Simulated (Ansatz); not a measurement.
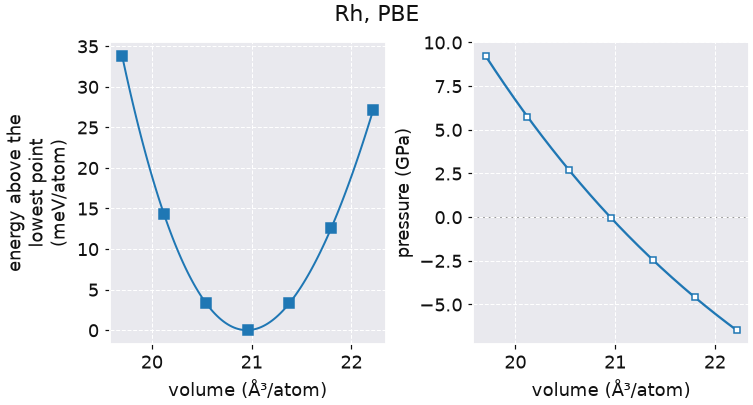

The picture above shows the energy above the lowest point and pressure against volume for Rh, space group Fd-3m (No. 227) (one of a set of cubic test structures, which need not be the stable phase).

Calculation (Ansatz 0.2.0 development build): equation of state of a cubic crystal from periodic Kohn-Sham density functional theory without spin, third-order Birch-Murnaghan fit to the free energies; pressure corrected for the finite basis. Level: PBE.

- structure type: diamond
- atoms in cell: 2
- space group number: 227
- lattice centring: face-centred primitive
- k mesh: 17×17×17
- occupation method: Fermi–Dirac
- occupation width: 0.06123 eV
- wave cutoff: 700 eV
- datasets: hard PAW
- density tolerance: 1e−09 eV
- bands: 21
- density cutoff ratio: 4
- search for lower states: default

**What equilibrium volume and bulk modulus follow from the curve?**

A third-order Birch–Murnaghan fit gives V0 = 20.95 Å³/atom, B0 = 128 GPa and B′ = 5.1.

**How does the pressure vary with volume?**

It falls from 9.2 GPa at volume 19.70 Å³/atom to −6.5 GPa at 22.22 Å³/atom, and changes sign near 20.95 Å³/atom.

Keep in mind: cubic model structure, not the ambient form; modest k-mesh, values are not fully converged in k.
